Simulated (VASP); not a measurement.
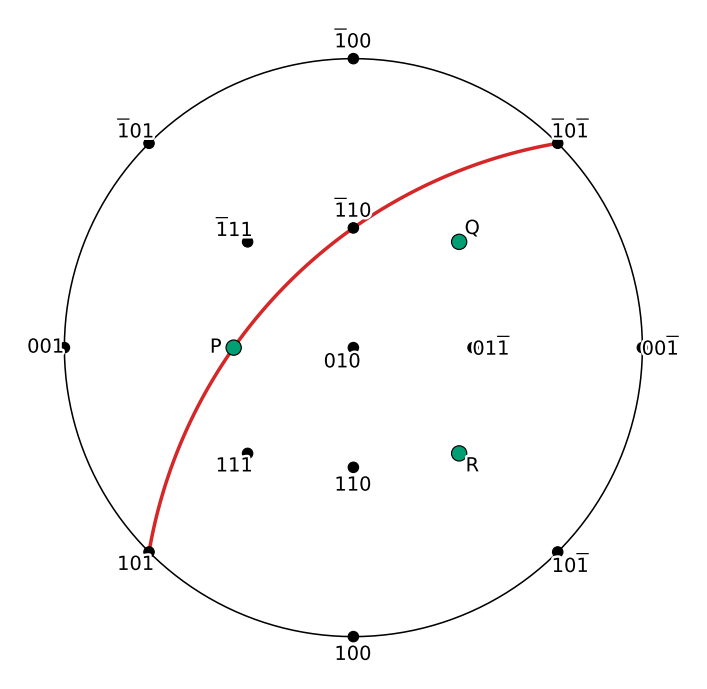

For Ni, a cell listed in the Materials Project, as set up for an electronic-structure calculation: stereographic projection of plane normals (upper hemisphere) centred on (0 1 0). Symmetry computed with spglib at a tolerance of 0.002 Å; standard conventional cell.

a = 2.767 Å, b = 2.767 Å, c = 2.767 Å, α = 90.00°, β = 90.00°, γ = 90.00°.

### Index the poles marked P, Q, R.

P is (0 1 1), 45.0° from the centre; Q is (−1 1 −1), 54.7° from the centre; R is (1 1 −1), 54.7° from the centre.

### Which zone does the coloured great circle trace?

The zone [1 1 −1]: its poles satisfy h + k − l = 0.

### What is the angle between the normals of (1 0 0) and (1 1 1), and what are their d_hkl = 1/|g|?

54.7°; d = 2.767 Å and 1.598 Å.
